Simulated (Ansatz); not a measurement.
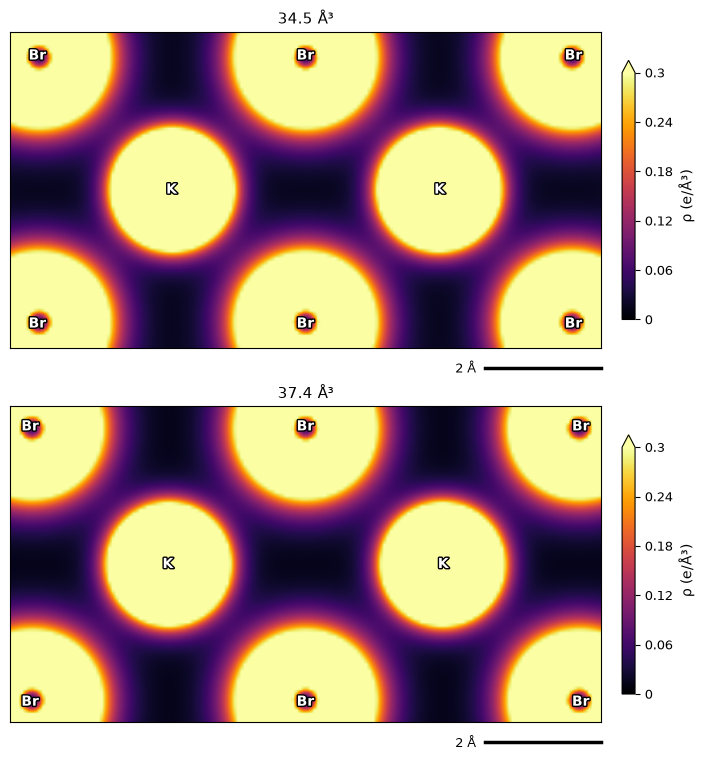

KBr. The valence electron density of cells scaled evenly to different volumes (given per atom above each panel), on the (011) plane of each (indices in the axes of the cell below), at one length scale and on one colour scale.

These are results of Kohn-Sham DFT of a periodic cell, r2SCAN with D3(BJ), Ansatz PAW (Ansatz 0.2.0), not measurements.

The largest cell:

```xyz
2
Lattice="0.0000 3.3434 3.3434 3.3434 0.0000 3.3434 3.3434 3.3434 0.0000" Properties=species:S:1:pos:R:3 pbc="T T T"
Br    3.3434    3.3434    3.3434
K     0.0000    0.0000    0.0000
```

| volume (Å³/atom) | K–Br contact in the plane (Å) | ρ at its midpoint (e/Å³) | pressure (GPa) | gap on the mesh (eV) | 
| --- | --- | --- | --- | --- |
| 34.50 | 3.255 | 0.093 | 0.3 | 5.20 | 
| 35.22 | 3.278 | ? | ? | ? | 
| 37.37 | 3.343 | 0.079 | −0.9 | 4.97 | 

Question: What values belong in the row with question marks?

Answer: Over the known rows ln ρ falls by 1.85 per Å of K–Br distance (the line through the two), which gives 0.089 e/Å³ at 3.278 Å; the calculation gives 0.089 e/Å³. For the pressure, a straight line in volume between the neighbouring rows gives 0.0 GPa; the calculation gives −0.1. For the gap on the mesh, a straight line in volume between the neighbouring rows gives 5.14 eV; the calculation gives 5.14.
